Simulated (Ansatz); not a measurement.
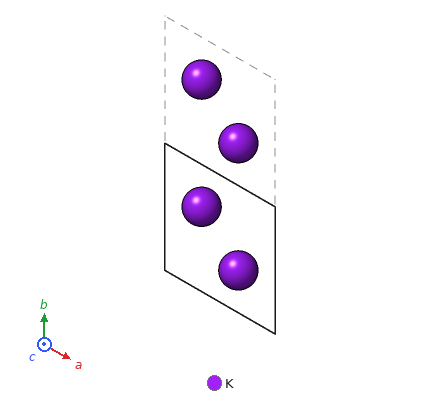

K (P6_3/mmc, No. 194): the input geometry of a calculation; the starting structure was generated, so it need not be a known form of this composition.

```cif
data_structure
_symmetry_space_group_name_H-M 'P6_3/mmc'
_symmetry_Int_Tables_number 194
_cell_length_a 4.7168
_cell_length_b 4.7168
_cell_length_c 7.6905
_cell_angle_alpha 90.000
_cell_angle_beta 90.000
_cell_angle_gamma 120.000
_cell_volume 148.18
loop_
_atom_site_label
_atom_site_type_symbol
_atom_site_symmetry_multiplicity
_atom_site_Wyckoff_symbol
_atom_site_fract_x
_atom_site_fract_y
_atom_site_fract_z
_atom_site_occupancy
K1 K 2 c 0.33333 0.66667 0.25000 1
```

What will a HAADF-like image along [001] show? Simulation: incoherent imaging, intensity Z^1.8 per atom, probe width 1.30 Å, thin sample. The probe carries 15 % of its weight in a tail 2.5 times as wide. Shot noise and a slight drift were added.

Answer. The columns repeat on a hexagonal net with a repeat of 4.72 Å (plane group p6mm). All columns are alike (K). The shortest distance between visible columns is 2.72 Å in projection. Along the beam the structure repeats every 7.69 Å.

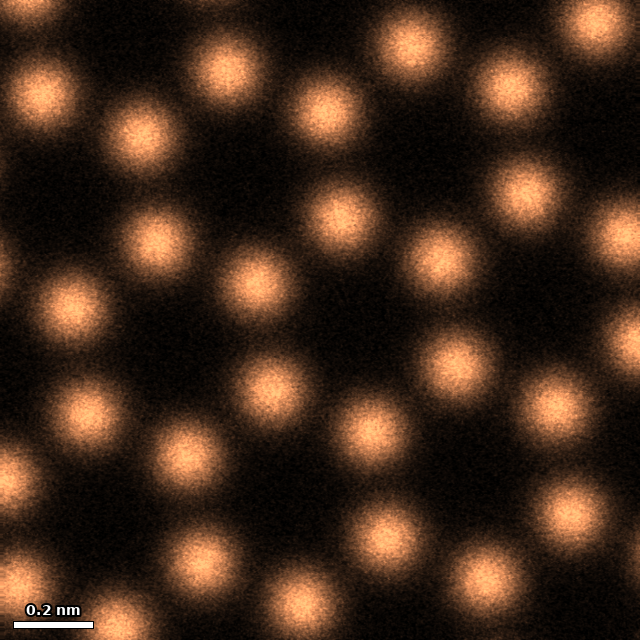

The simulated image.
